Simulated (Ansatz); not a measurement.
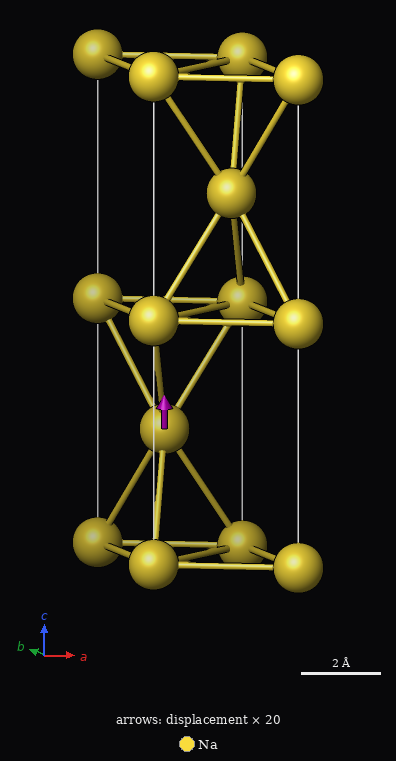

A symmetric starting cell of Na. The purple arrows show how the atoms are displaced, magnified 20 times. Style: ball-and-stick. Shown: the cell of the calculation, slightly off an axis.

The calculation used DFT PBEsol, scalar-relativistic, plane waves, PAW in Ansatz. Set-up: plane-wave cutoff 420 eV; k-point mesh 12 × 12 × 4; occupations gaussian; smearing width 0.1 eV; no spin polarisation.

Describe the change and its computed effect.

Answer. A single atom, Na, is moved by 0.05 Å along +c. No relaxation follows. The starting cell wasn't computed here and needn't be at equilibrium, so pressure and forces aren't due to the change alone. The pressure is −0.2 GPa (not all of it need come from the change, since the unchanged cell can be under pressure at this level too). The principal stresses (compression positive) are −0.6 GPa along c and none across it. The largest force is 0.029 eV/Å, on a Na atom. Near-neighbour distances before and after: Na–Na 3.793 → 3.756 to 3.830 Å. The space group (tolerance 0.01 Å) goes from P6_3/mmc (No. 194) to P3m1 (No. 156).
